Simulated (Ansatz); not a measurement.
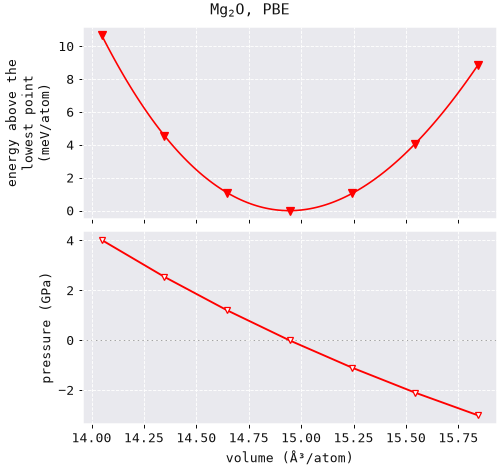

Energy above the lowest point and pressure against volume for Mg₂O, space group Fm-3m (No. 225) (one of a set of cubic test structures, which need not be the stable phase).

A third-order Birch–Murnaghan fit gives V0 = 14.94 Å³/atom, B0 = 57.7 GPa and B′ = 4.0. The energy above the lowest point is 10.7 meV/atom at volume 14.05 Å³/atom and 8.8 meV/atom at 15.84 Å³/atom; the lowest computed point is at volume 14.95 Å³/atom (0.0 meV/atom). The pressure falls from 4.018 GPa at volume 14.05 Å³/atom to −3.008 GPa at 15.84 Å³/atom, and changes sign near 14.94 Å³/atom.

Calculation (Ansatz 0.2.0 development build): equation of state of a cubic crystal from periodic Kohn-Sham density functional theory without spin, third-order Birch-Murnaghan fit to the free energies; pressure corrected for the finite basis. Level: PBE.

- structure type: antifluorite
- atoms in cell: 3
- space group number: 225
- lattice centring: face-centred primitive
- k mesh: 17×17×17
- occupation method: Fermi–Dirac
- occupation width: 0.06123 eV
- wave cutoff: 420 eV
- datasets: soft-1 PAW
- density tolerance: 1e−07 eV
- bands: 17
- density cutoff ratio: 4
- search for lower states: default

Keep in mind: cubic model structure, not the ambient form.

One of the inputs:
```
crystal:
  lattice:
    - [0.0, 2.819700797516, 2.819700797516]
    - [2.819700797516, 0.0, 2.819700797516]
    - [2.819700797516, 2.819700797516, 0.0]
  atoms:
    - { symbol: Mg, position: [0.25, 0.25, 0.25] }
    - { symbol: Mg, position: [0.75, 0.75, 0.75] }
    - { symbol: O, position: [0, 0, 0] }
kpoints:
  mp_grid: { grid: [17, 17, 17] }
hamiltonian:
  xc: pbe
  pseudopotentials: { kind: paw }
scf:
  occupations: { method: fermi_dirac, width: 0.061225619053 }
output:
  forces: true
  stress: true
```

Run as:
```bash
ansatz run input.yaml --threads 1
```
